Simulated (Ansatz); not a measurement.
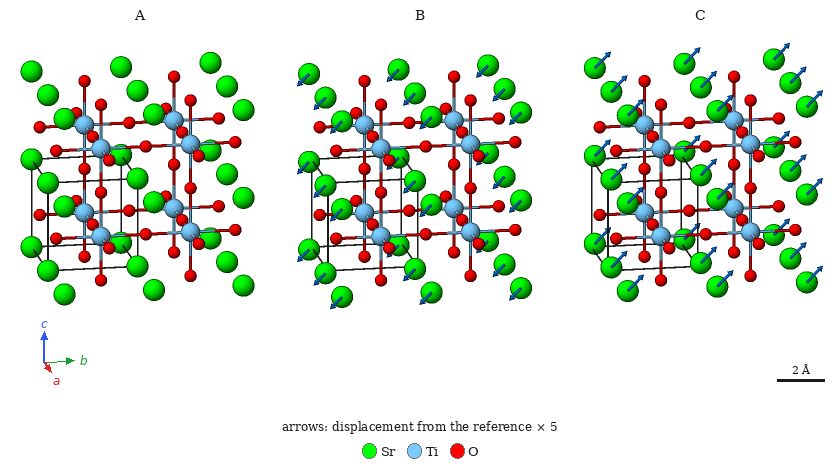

Energy scan for solid SrTiO₃ (Pm-3m), in which the whole Sr sublattice is shifted rigidly, towards the nearest copy of atom 3 (O) at 2.751 Å, all else fixed. Style: ball-and-stick. Shown: the cell of the calculation, repeated 2 × 2 × 2 with one cell outlined, slightly off an axis. Blue arrows: displacements from the reference.

These are results of DFT PBEsol, scalar-relativistic, plane waves, PAW in Ansatz, not measurements. (plane-wave cutoff 420 eV; k-point mesh 8 × 8 × 8; occupations gaussian; smearing width 0.05 eV; no spin polarisation). Energies (free energies at the smearing named) are counted from the relaxed crystal.

Question: Rank the frames from lowest to highest energy.

Answer: Lowest first: A (the displacement 0.00 Å, 0.0 meV/cell), B (the displacement 0.15 Å, 41.1 meV/cell), C (the displacement −0.20 Å, 74.9 meV/cell). Over the whole scan: of the computed points the lowest is at the displacement 0.00 Å, 0.0 meV/cell. The curvature at zero is about 3.5 eV/Å² per cell. The well is symmetric. The distortion takes the space group from Pm-3m to Amm2.
